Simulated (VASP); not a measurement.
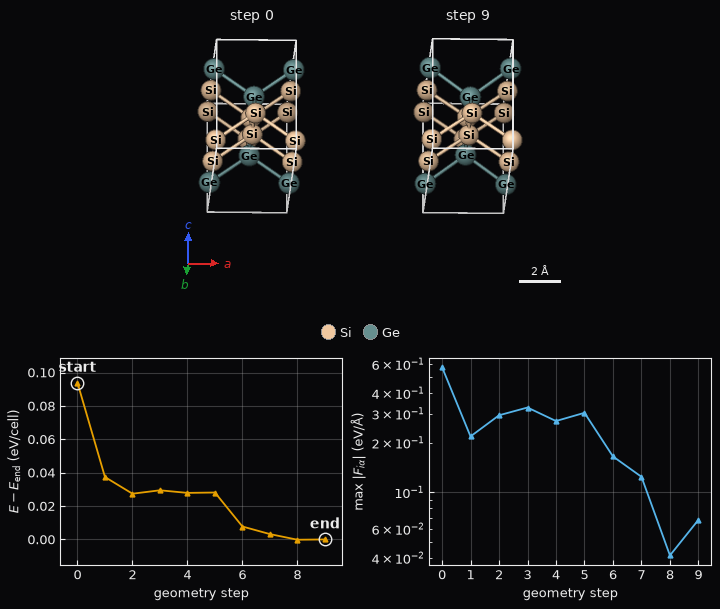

First and last geometry of a relaxation of solid Si2Ge (a generated structure, set up in Imma), with the history of the run. The picture is a ball-and-stick view of the conventional cell (2 times the calculation's cell), seen from a free direction. Lengths and directions refer to the drawn axes.

The run lets cell and atoms move.

The calculation used Kohn-Sham DFT of a periodic cell, PBE, VASP PAW PBE potentials, recommended in VASP.

Input file:
```
  PREC = Normal
  ENCUT = 520
  EDIFF = 1E-4
  ISMEAR = 0
  SIGMA = 0.15
  LREAL = F
  LASPH = T
  NELM = 60
  ALGO = Fast
  ISIF = 3
  LWAVE = F
  LCHARG = F
  GGA = PE
  IBRION = 2
  NSW = 24
  EDIFFG = -0.08
```

Launched with:
```bash
cat potpaw_PBE.64/Si/POTCAR potpaw_PBE.64/Ge_d/POTCAR > POTCAR
mpirun -np 1 vasp_std > vasp.out
```

> What do the curves and the structures tell?

It converged. Over 9 geometry steps the energy falls by 93.8 meV per cell of the calculation. The largest force component goes from 0.58 to 0.068 eV/Å. The pressure goes from 3.06 to −0.34 GPa. The largest moves relative to the cell, 0.042 Å, are those of Ge atoms. By element the largest moves are Ge 0.042 Å, Si 0.041 Å. The volume changes by +2.7 %, with a 3.890 → 3.930 Å (+1.0 %), b 11.670 → 11.780 Å (+0.9 %), c 5.500 → 5.538 Å (+0.7 %). Near-neighbour distances that change, for instance: Ge–Ge 2.382 → 2.453 Å, Ge–Si 2.382 → 2.419 Å, Si–Si 2.382 → 2.373 Å. Bond angles that change, for instance: Ge–Ge–Ge 109.5° → 106.4°. The space group stays Imma (No. 74). It ran on 1 thread of AMD EPYC 7R13 Processor (Zen 3) (shared host).
